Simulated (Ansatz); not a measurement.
## Electronic structure of Zn24HO23 (cell charge +1, with a compensating background) (cell with a defect) in real space

Input

```
crystal:
  lattice:
    - [3.2794860223, 5.6802364133, 5.2932739776]
    - [-6.5589720446, 0.0, 5.2932739776]
    - [3.2794860223, -5.6802364133, 5.2932739776]
  atoms:
    - { symbol: Zn, position: [0.3343212758, 0.6717966845, 0.4958965113] }
    - { symbol: Zn, position: [0.6664549112, 1.0009306112, 0.8344629082] }
    - { symbol: Zn, position: [0.5011295749, 0.8331215779, 0.1675972779] }
    - { symbol: Zn, position: [0.5051300178, 0.3292298446, 0.6676546091] }
    - { symbol: Zn, position: [0.3339902201, 0.1650108753, 1.001771244] }
    - { symbol: Zn, position: [0.6684379107, 0.5006568867, 0.331677542] }
    - { symbol: Zn, position: [0.9983442087, 0.8351045774, 0.6673235534] }
    - { symbol: Zn, position: [0.8342639446, 0.6677962416, 0.9997882446] }
    - { symbol: Zn, position: [0.1667986696, 0.9994248166, 0.3338835029] }
    - { symbol: Zn, position: [0.8327581499, 0.1672168363, 0.5001320029] }
    - { symbol: Zn, position: [0.1625631779, 0.5009879425, 0.8384633511] }
    - { symbol: Zn, position: [1.0005501696, 0.3334653363, 0.1660914832] }
    - { symbol: Zn, position: [0.50153661, 0.6682032767, 0.8348699433] }
    - { symbol: Zn, position: [0.8337167153, 1.000383382, 0.1670500486] }
    - { symbol: Zn, position: [0.6669208361, 0.8337252278, 0.5003726252] }
    - { symbol: Zn, position: [0.6670585612, 0.3337059586, 1.0002541695] }
    - { symbol: Zn, position: [0.5009034752, 0.1660720347, 0.3317384173] }
    - { symbol: Zn, position: [0.8313291834, 0.5009517171, 0.6656620482] }
    - { symbol: Zn, position: [0.1670392919, 0.8335875028, 1.0003918945] }
    - { symbol: Zn, position: [0.998405084, 0.6675701418, 0.3327387014] }
    - { symbol: Zn, position: [0.3323287148, 0.9979958501, 0.6676183838] }
    - { symbol: Zn, position: [0.9994053681, 0.1650717506, 0.8342368085] }
    - { symbol: Zn, position: [0.3342850505, 0.4989953815, 0.1646625167] }
    - { symbol: Zn, position: [0.162094408, 0.3287610746, 0.4954277413] }
    - { symbol: H, position: [0.2930583099, 0.4597249766, 0.6263916432] }
    - { symbol: O, position: [0.6267043903, 0.793371057, 0.9600377237] }
    - { symbol: O, position: [0.4581609085, 0.624035266, 0.2948555914] }
    - { symbol: O, position: [0.4573685993, 0.1281889247, 0.7914942419] }
    - { symbol: O, position: [0.2934973294, 0.9584214617, 0.1276459347] }
    - { symbol: O, position: [0.6236810977, 0.2950262138, 0.4606129333] }
    - { symbol: O, position: [0.9615222581, 0.6248275752, 0.7907019326] }
    - { symbol: O, position: [0.7943126013, 0.460163996, 0.1250881284] }
    - { symbol: O, position: [0.1272796, 0.7903477644, 0.4616928805] }
    - { symbol: O, position: [0.7917547951, 0.960979268, 0.6268306627] }
    - { symbol: O, position: [0.1283595471, 0.2939462666, 0.957014431] }
    - { symbol: O, position: [0.9607219598, 0.1273886265, 0.2940552931] }
    - { symbol: O, position: [0.4578834624, 0.7895177731, 0.6262031058] }
    - { symbol: O, position: [0.7928304028, 0.1270986322, 0.959946713] }
    - { symbol: O, position: [0.6266133797, 0.9594970695, 0.2937652988] }
    - { symbol: O, position: [0.6228511064, 0.4595364391, 0.7912167957] }
    - { symbol: O, position: [0.4600283918, 0.2928133346, 0.1258228431] }
    - { symbol: O, position: [0.7924895097, 0.6266950585, 0.4594800013] }
    - { symbol: O, position: [0.126146668, 0.9591561764, 0.7933617252] }
    - { symbol: O, position: [0.9604319655, 0.7932800463, 0.1261637362] }
    - { symbol: O, position: [0.2936813059, 0.1284483424, 0.4616187674] }
    - { symbol: O, position: [0.9617816757, 0.2949521007, 0.6270146393] }
    - { symbol: O, position: [0.2928697724, 0.6245501291, 0.9561844397] }
    - { symbol: O, position: [0.128285434, 0.4603479726, 0.2951150091] }
  host:
    lattice:
      - [3.2794860223, 0.0, 0.0]
      - [-1.6397430111, 2.8401182067, 0.0]
      - [0.0, 0.0, 5.2932739776]
    atoms:
      - { symbol: Zn, position: [0.3333333333, 0.6666666667, 0.4999685892] }
      - { symbol: Zn, position: [0.6666666667, 0.3333333333, -3.14108e-05] }
      - { symbol: O, position: [0.6666666667, 0.3333333333, 0.3790414108] }
      - { symbol: O, position: [0.3333333333, 0.6666666667, 0.8790414108] }
total_charge: 1
basis:
  ecutwfc: 420
  xc_grid: 2
kpoints:
  mp_grid: { grid: [2, 2, 2], shift: [0.5, 0.5, 0.5] }
hamiltonian:
  xc: pbe
scf:
  occupations: { method: gaussian, width: 0.01 }
output:
  forces: true
  stress: false
  eigenvalues: true
  charged_corrections:
    defect_position: [0.2930138, 0.45968047, 0.62634714]
    epsilon: [[10.558, 0.0, 0.0], [0.0, 10.558, 0.0], [0.0, 0.0, 11.583]]
  write_density: true
  write_potential: true
  elf: true
  volumetric_format: npy
relax:
  adjacent_minimum: "off"
  f_tol: 0.025
  max_steps: 60
```

Launched as:

```sh
ansatz run input.yaml --threads 8 --pin off --max-ram 22528MiB --backend cpu --events-out ev --progress --plain --runs-dir out
```

The fields are those of the relaxed geometry.

All numbers below come from DFT PBE, scalar-relativistic, plane waves, PAW (Ansatz 0.2.0).

The density is the valence pseudo-density of a PAW calculation; it isn't the true density close to the nuclei.

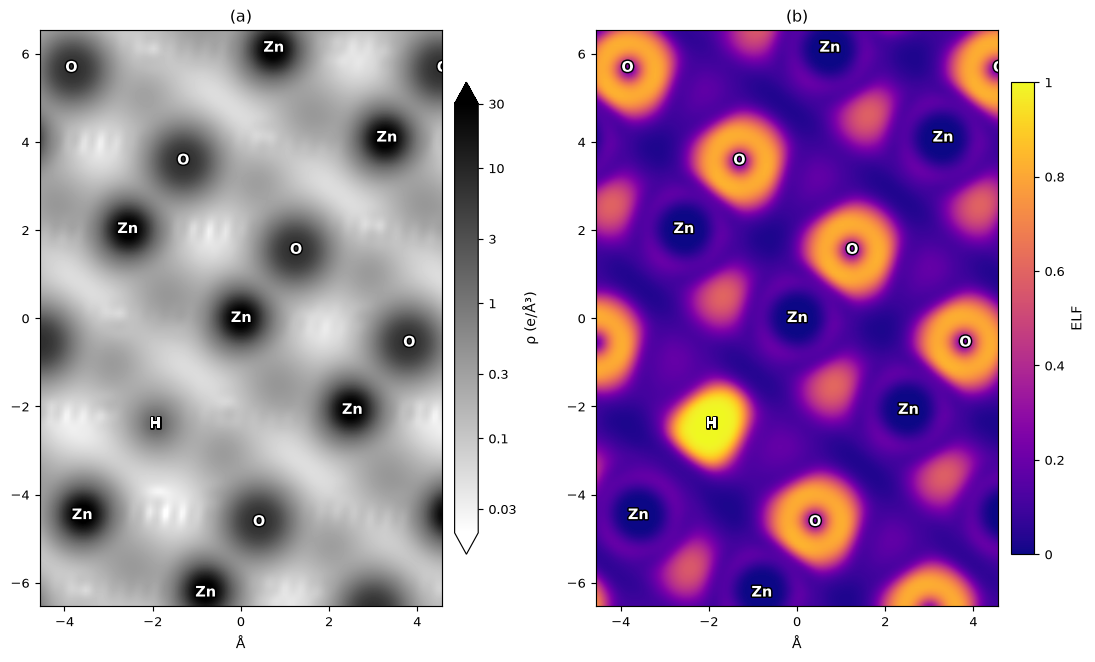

Figure 1. (a) valence charge density (pseudo); (b) ELF on the (11̄0) plane of the calculation cell.

Question: Describe what can be read from this map.

Answer:
- The plane passes through Zn, H and O nuclei.
- Atoms just off the plane (Zn, 0.9 Å away and O, 0.9 Å away) can leave unmarked features too.
- Zn–O (1.99 Å): ρ at the midpoint is about 0.58 e/Å³; the ELF peaks at about 0.85 in the valence shell of O, 0.6 Å from its nucleus, and is about 0.25 at the midpoint; no shared electron pair shows on this line.
- Between the atoms the lowest density in this plane is 0.02 e/Å³.

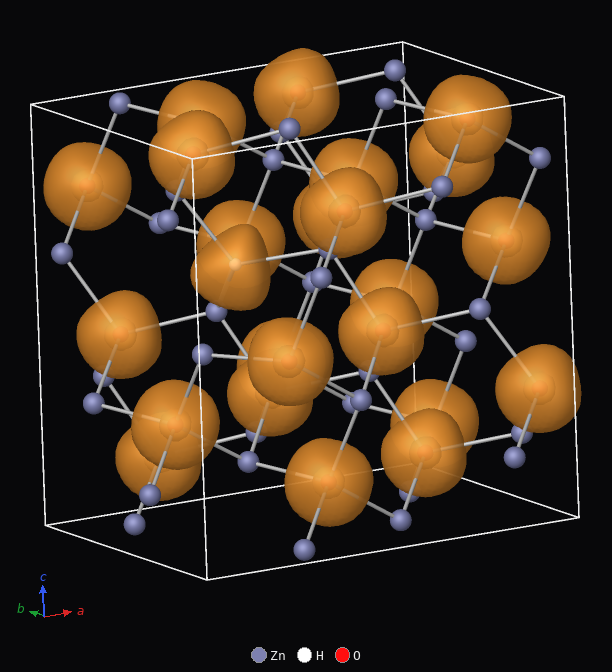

Figure 2. Isosurface of the electron localisation function at 0.65 (orange), seen slightly off an axis. Core shells and regions of very low density are left out. Sticks mark near contacts.

Question: Where are the electrons localised?

Answer: The ELF exceeds this value in one region around a hydrogen nucleus and 23 regions wrapped around O (the valence shell of each), counted in one cell of 48 atoms. Regions shared between cells count once. Profiles from the grid: Zn–O (1.93 Å): the ELF peaks at about 0.80 in the valence shell of O, 0.6 Å from its nucleus, and is about 0.30 at the midpoint; no localised pair shows between them. Zn–H (1.93 Å): the ELF climbs to about 1 towards the hydrogen.

Question: Does the calculation give a band gap?

Answer: It is gapped, with a Kohn–Sham gap of 2.1 eV on the k-point mesh, an upper bound to the gap of this method.
